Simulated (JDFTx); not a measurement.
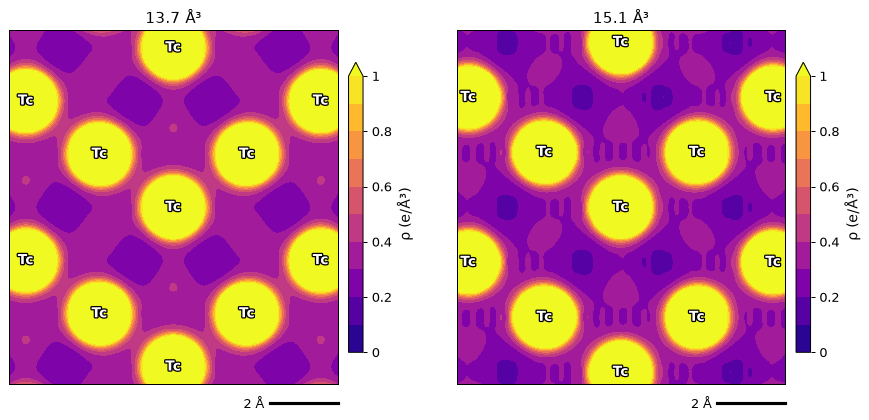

Tc. The valence electron density of cells scaled evenly to different volumes (given per atom above each panel), on the (110) plane of each (indices in the axes of the cell below), at one length scale and on one colour scale.

A structure from a database of computed crystals, not necessarily the ambient phase.

These are results of Kohn-Sham DFT of a periodic cell, PBEsol, PseudoDojo-SR-PBEsol-0.4.1-standard (JDFTx), not measurements.

The largest cell:

```yaml
crystal:
  lattice:
    - [2.79308, 0.00000, 0.00000]
    - [-1.39654, 2.41888, 0.00000]
    - [0.00000, 0.00000, 8.94168]
  atoms:
    - { symbol: Tc, position: [0.66667, 0.33333, 0.75000] }
    - { symbol: Tc, position: [0.00000, 0.00000, 0.50000] }
    - { symbol: Tc, position: [0.33333, 0.66667, 0.25000] }
    - { symbol: Tc, position: [0.00000, 0.00000, 0.00000] }
```

| volume (Å³/atom) | Tc–Tc contact in the plane (Å) | ρ at its midpoint (e/Å³) | pressure (GPa) | 
| --- | --- | --- | --- |
| 13.68 | 2.667 | 0.425 | 8.7 | 
| 13.96 | 2.685 | ? | ? | 
| 15.10 | 2.756 | 0.367 | −20.6 | 

Question: What values belong in the row with question marks?

Answer: Over the known rows ln ρ falls by 1.65 per Å of Tc–Tc distance (the line through the two), which gives 0.413 e/Å³ at 2.685 Å; the calculation gives 0.412 e/Å³. For the pressure, a straight line in volume between the neighbouring rows gives 2.9 GPa; the calculation gives 1.5, lower because pressure rises ever faster on compression.
